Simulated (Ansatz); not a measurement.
# Co: which magnetic state does the SCF reach?, part 2 of 2

How much does the result for Co depend on the starting moments? The same cell is run from several starts. System: Co, the measured crystal structure (space group P6_3/mmc); the cell holds 2 atoms. Source: COD entry 9012950.

Ansatz 0.2.0; DFT PBE, PAW, plane waves, scalar-relativistic. Earlier steps stand in the parts before.

**7. Moments +- scaled by 1.4, plain SCF**

Input file input.yaml:

```yaml
crystal:
  lattice:
    - [2.50539998, 0.0, 0.0]
    - [-1.25269999, 2.16974003, 0.0]
    - [0.0, 0.0, 4.0893]
  atoms:
    - { symbol: Co, position: [0.33333333, 0.66666667, 0.25], spin: 4.2 }
    - { symbol: Co, position: [0.66666667, 0.33333333, 0.75], spin: -4.2 }
magnetization:
  spin_polarized: true
hamiltonian:
  xc: pbe
  pseudopotentials: { kind: paw }
basis:
  ecutwfc: 420
kpoints:
  mp_grid: { grid: [13, 13, 7] }
scf:
  occupations: { method: fermi_dirac, width: 0.05 }
  lower_state_search: "off"
output:
  forces: true
  stress: true
```

The log of the run (excerpt; [...] marks lines left out):

```text
[... 10 lines as in an earlier run ...]
Bands: 26, of which v1, the nominal top of the filled ones, is band 17 counted from 1 (16 counted from 0)
[... 8 lines as in an earlier run ...]
Starting moments: Σ|m| = 8.4 μB on 2 of 2 sites
Starting magnetic order: antiferromagnet; an inversion exchanges its spin sublattices: spin-degenerate at every k-point
[... 2 lines as in an earlier run ...]
[...]
SCF iter   1: F=—  HF=-10249.634479 eV  |F-HF|=—  |Δ(HF+E_count)|=         —  Δρ=2.23e-1 (↑2.23e-1 ↓2.23e-1)  dr2=6.11e-1  dr2_m=9.89e0  M=-0.000 μB ∫|m|=4.434 μB  β_m=0.30  ethr=1.80e-3  ⟨swp⟩=1.2  Hψ=23344  notcnv=0
[...]
spin-set hold released at iteration 8 (site moments contracting): the magnetisation degrees of freedom join the quasi-Newton model from the next iteration; the mixer history was flushed
[...]
The SCF converged. Along the directions that its mixing steps explored, a Ritz value of the dielectric operator 1 − χ₀K read negative at each of the last 4 readings (its real part and the size of its imaginary part sum to between -0.32 and -0.27).
[...]
No search for a lower state was made along the close's negative reading: the deck asks for none (scf.lower_state_search: off) (following: asked_to_warn; scf.lower_state_search in the input reference).
SCF converged after 27 iterations
Magnetization: 0.0000 μB (17.0000 up, 17.0000 down)
Absolute magnetization: 2.3064 μB (∫|ρ↑−ρ↓|, with the PAW one-centre terms)
Spin contamination: 0.8442 ħ² per cell (⟨S²⟩ above its minimum at these occupations)
Per-site moments (μB) at R_I (Å): [(1.12593336946968, 1.0331405401369893), (-1.125909855854112, 1.0331405401369893)]
Free energy (F): -10251.836226 eV
[...]
E sigma→0 (E₀):  -10251.814558 eV
Entropy (-TS):   -0.043335 eV (-21.668 meV/atom)
Fermi energy:    18.182969 eV
[... 24 lines left out: energy terms, forces, stress ...]
```

It took 8.7 s on 2 threads of an x86-64 CPU, shared host; peak memory 0.42 GiB.

The run ends in the same state as step 3 (antiferromagnetic); it took 27 iterations.

**8. A moment on one site alone, plain SCF**

input.yaml, as its differences from that of step 7:

```diff
@@ -6,4 +6,4 @@
   atoms:
-    - { symbol: Co, position: [0.33333333, 0.66666667, 0.25], spin: 4.2 }
-    - { symbol: Co, position: [0.66666667, 0.33333333, 0.75], spin: -4.2 }
+    - { symbol: Co, position: [0.33333333, 0.66666667, 0.25] }
+    - { symbol: Co, position: [0.66666667, 0.33333333, 0.75], spin: 3.0 }
 magnetization:
```

The log of the run (excerpt; [...] marks lines left out):

```text
[... 10 lines as in an earlier run ...]
Bands: 23, of which v1, the nominal top of the filled ones, is band 17 counted from 1 (16 counted from 0)
[... 2 lines as in an earlier run ...]
Magnetic group: BNS 187.209 (UNI 1439), of the structure as read, at distance tolerance 2.8e-5 Å
[... 5 lines as in an earlier run ...]
Starting moments: Σ|m| = 3 μB on 1 of 2 sites
[... 2 lines as in an earlier run ...]
SCF iter   1: F=—  HF=-10252.036691 eV  |F-HF|=—  |Δ(HF+E_count)|=         —  Δρ=1.21e-1 (↑1.21e-1 ↓4.68e-2)  dr2=5.34e0  dr2_m=5.20e-1  M=2.776 μB ∫|m|=2.862 μB  β_m=0.30  ethr=3.10e-3  ⟨swp⟩=5.5  Hψ=14646  notcnv=0
[...]
spin-set hold released at iteration 5 (the charge has settled, or the pull on large starting moments outlasts its swing): the magnetisation degrees of freedom join the quasi-Newton model from the next iteration; the mixer history was flushed
[...]
SCF iter  23: F=-10252.304853 eV  HF=-10252.304853 eV  |F-HF|=9.20e-9  |Δ(HF+E_count)|=   4.76e-8  Δρ=5.66e-6 (↑1.71e-6 ↓5.66e-6)  dr2=1.02e-8  dr2_m=1.03e-9  M=3.248 μB ∫|m|=3.598 μB  ethr=2.94e-10  ⟨swp⟩=2.4  Hψ=11467  notcnv=0
[...]
SCF converged after 23 iterations
Magnetization: 3.2481 μB (18.6241 up, 15.3759 down)
Absolute magnetization: 3.5991 μB (∫|ρ↑−ρ↓|, with the PAW one-centre terms)
Spin contamination: 0.0602 ħ² per cell (⟨S²⟩ above its minimum at these occupations)
Per-site moments (μB) at R_I (Å): [(1.7039062597024854, 1.0331405401369893), (1.703932774939974, 1.0331405401369893)]
Free energy (F): -10252.304853 eV
[...]
E sigma→0 (E₀):  -10252.297192 eV
Entropy (-TS):   -0.015321 eV (-7.661 meV/atom)
Fermi energy:    18.164439 eV
[... 24 lines left out: energy terms, forces, stress ...]
```

It took 6.5 s on 2 threads of an x86-64 CPU, shared host; peak memory 0.41 GiB.

Nothing new: the 23 iterations lead to the state found in step 2 (ferromagnetic).

**9. Parallel moments, spin not held back in the first iterations, no switch to direct minimisation**

input.yaml, as its differences from that of step 8:

```diff
@@ -6,3 +6,3 @@
   atoms:
-    - { symbol: Co, position: [0.33333333, 0.66666667, 0.25] }
+    - { symbol: Co, position: [0.33333333, 0.66666667, 0.25], spin: 3.0 }
     - { symbol: Co, position: [0.66666667, 0.33333333, 0.75], spin: 3.0 }
@@ -20,2 +20,4 @@
   lower_state_search: "off"
+  algorithm: density_mixing
+  mixing: { spin_hold: "off" }
 output:
```

The log of the run (excerpt; [...] marks lines left out):

```text
[... 19 lines as in an earlier run ...]
Starting moments: Σ|m| = 6 μB on 2 of 2 sites
[... 2 lines as in an earlier run ...]
[...]
SCF iter   1: F=—  HF=-10251.602220 eV  |F-HF|=—  |Δ(HF+E_count)|=         —  Δρ=1.18e-1 (↑1.18e-1 ↓7.82e-2)  dr2=3.06e-1  dr2_m=1.90e0  M=3.825 μB ∫|m|=3.953 μB  β_m=0.30  ethr=9.01e-4  ⟨swp⟩=1.0  Hψ=20683  notcnv=0
[...]
SCF iter   9: F=-10252.304853 eV  HF=-10252.304853 eV  |F-HF|=1.77e-9  |Δ(HF+E_count)|=   1.53e-8  Δρ=6.31e-6 (↑6.31e-6 ↓3.27e-6)  dr2=5.35e-9  dr2_m=2.20e-9  M=3.248 μB ∫|m|=3.598 μB  ethr=2.94e-10  ⟨swp⟩=4.0  Hψ=12380  notcnv=0
[...]
SCF converged after 9 iterations
Magnetization: 3.2481 μB (18.6241 up, 15.3759 down)
Absolute magnetization: 3.5991 μB (∫|ρ↑−ρ↓|, with the PAW one-centre terms)
Spin contamination: 0.0602 ħ² per cell (⟨S²⟩ above its minimum at these occupations)
Per-site moments (μB) at R_I (Å): [(1.7039261030236885, 1.0331405401369893), (1.7039261030236876, 1.0331405401369893)]
Free energy (F): -10252.304853 eV
[...]
E sigma→0 (E₀):  -10252.297192 eV
Entropy (-TS):   -0.015321 eV (-7.661 meV/atom)
Fermi energy:    18.164453 eV
[... 24 lines left out: energy terms, forces, stress ...]
```

Run time: 2.3 s. Hardware: 2 threads of an x86-64 CPU, shared host; peak memory 0.38 GiB.

The run ends in the same state as step 2 (ferromagnetic); it took 9 iterations.

**10. All ends together**

```tsv
step	iterations	state	moments of Co1 Co2 (μB)	total (μB)	gap (eV)	pressure (GPa)	above lowest (meV/atom)
2	9	1	1.70 1.70	3.25	none	-4.8	0.0
3	21	2	1.13 -1.13	0.00	none	-9.3	234
4	6	3	0.00 0.00	0.00	none	-15.5	250
5	10	1	1.70 1.70	3.25	none	-4.8	0.0
6	15	1	1.70 1.70	3.25	none	-4.8	0.0
7	27	2	1.13 -1.13	0.00	none	-9.3	234
8	23	1	1.70 1.70	3.25	none	-4.8	0.0
9	9	1	1.70 1.70	3.25	none	-4.8	0.0
```

States are numbered from the lowest. Starts by step: 2 parallel moments, plain SCF; 3 opposed moments +-, plain SCF; 4 no spin polarisation; 5 spin on, no moments given (the program may seed its own), plain SCF; 6 parallel moments scaled by 0.2, plain SCF; 7 moments +- scaled by 1.4, plain SCF; 8 a moment on one site alone, plain SCF; 9 parallel moments, spin not held back in the first iterations, no switch to direct minimisation.

The 8 runs of this session took 33 s in all, from 0.95 s to 8.7 s each.

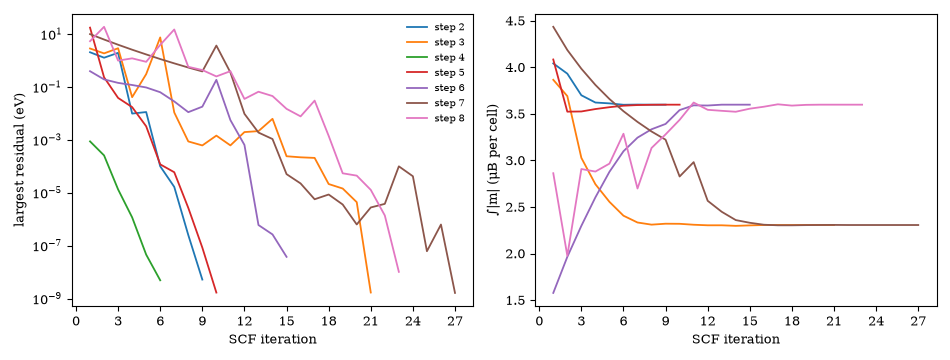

Residual and absolute moment along the iterations (7 of the 8 runs).

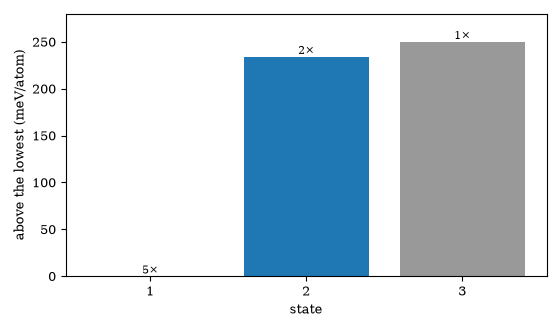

Energy of each distinct state, with the number of starts that reached it (red ferromagnetic, blue opposed moments, grey non-magnetic, green other).

**11. What came out**

This closing draws on all 2 parts.

```
                      quantity                                                     value
               distinct states                                   3 from 8 converged runs
lowest state from plain starts                                             ferromagnetic
                   its moments                                     Co1 1.70, Co2 1.70 μB
                  total moment                                          3.25 μB per cell
             gap on the k-mesh                                                      none
                      pressure                                                  -4.8 GPa
                 largest force                                                0.000 eV/Å
                    next state                    antiferromagnetic, 234 meV/atom higher
                 highest state  non-magnetic (no spin polarisation), 250 meV/atom higher
```

What this shows: Distinct end states: 3, from 8 converged runs. Switching spin polarisation off costs 250 meV/atom in free energy, smearing entropy included. The best antiferromagnetic state lies 234 meV/atom above the best ferromagnetic one. A lower state than any found can't be excluded. State 2 reads as a saddle point, which a small push may leave.
